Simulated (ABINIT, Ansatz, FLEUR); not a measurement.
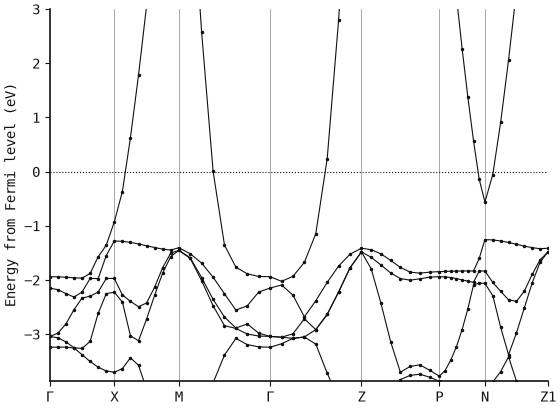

Band structure. Energies are counted from the Fermi level. The path runs straight from each named point to the next.

### Which of these calculations gave it?
A. FePt, space group P4/mmm (No. 123), 2 atoms in the cell (a = 2.724 Å, c = 3.720 Å (tetragonal axes)); r2SCAN
B. Cu, space group I4/mmm, 1 atom in the primitive cell (a = 2.886 Å, c = 2.752 Å (tetragonal axes)); PBEsol
C. zincblende ZnSe, space group F-43m, 2 atoms in the primitive cell (cubic a = 5.668 Å); r2SCAN

B. A metal: 1 band crosses the Fermi level along this path. Bands cross the Fermi level on X–M, M–Γ, Γ–Z, P–N and N–Z1, and not on Γ–X and Z–P. A body-centred tetragonal lattice: the path Γ–X–M–Γ–Z–P–N–Z1 runs through the special points of its Brillouin zone.

Computed with Ansatz: PBEsol, all-electron LAPW, no spin polarisation, no spin-orbit coupling, 13×13×13 k mesh, Fermi-Dirac smearing of 0.05 eV.

This isn't the form of Cu at room conditions, which is fcc. Bands are joined in order of energy, so crossings between the computed points show as kinks or gaps. In reduced coordinates of the cell that was run, X is (0, 0, 0.5), M is (−0.5, 0.5, 0.5), Z is (0.477, 0.477, −0.477), P is (0.25, 0.25, 0.25), N is (0, 0.5, 0) and Z1 is (−0.477, 0.523, 0.477).
